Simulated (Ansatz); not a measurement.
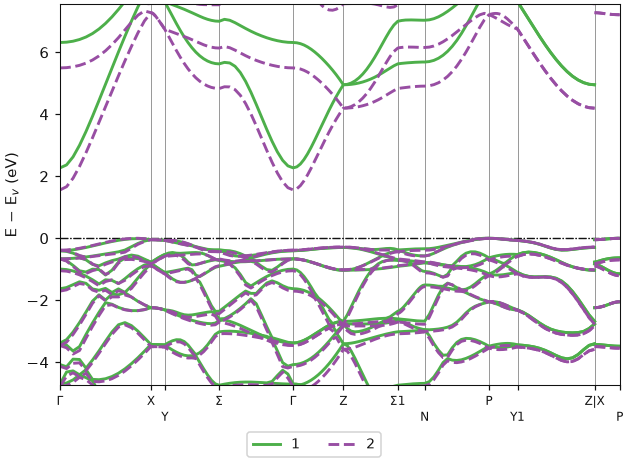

Band structures of SnO₂, space group I4_1/amd (No. 141), 6 atoms in the primitive cell (a = 4.000 Å, c = 10.247 Å (tetragonal axes)), by two methods on the same cell. Each is counted from its own valence-band top.

> Which curve is which? The methods: r2SCAN, PBEsol.

1 is r2SCAN; 2 is PBEsol. r2SCAN gives a gap of 2.27 eV along the path and PBEsol gives a gap of 1.56 eV along the path.

Settings. r2SCAN: Ansatz PAW, no spin polarisation, no spin-orbit coupling, 9×9×9 k mesh, 500 eV cutoff, Fermi-Dirac smearing of 0.05 eV (Ansatz). PBEsol: Ansatz PAW, no spin polarisation, no spin-orbit coupling, 9×9×9 k mesh, 420 eV cutoff, Fermi-Dirac smearing of 0.05 eV (Ansatz 0.2.0).

In reduced coordinates of the cell that was run, X is (−0.5, 0.5, 0), Y is (−0.5, 0.5, −0.076), Σ is (−0.288, 0.288, −0.288), Z is (0.5, 0.5, −0.5), Σ1 is (0.288, 0.712, −0.712), N is (0, 0.5, −0.5), P is (−0.25, 0.75, −0.25) and Y1 is (0.076, 0.924, −0.5). The PAW data sets were made with another functional. LDA, GGA and most meta-GGA functionals understate gaps. The usual form of SnO2 is rutile.
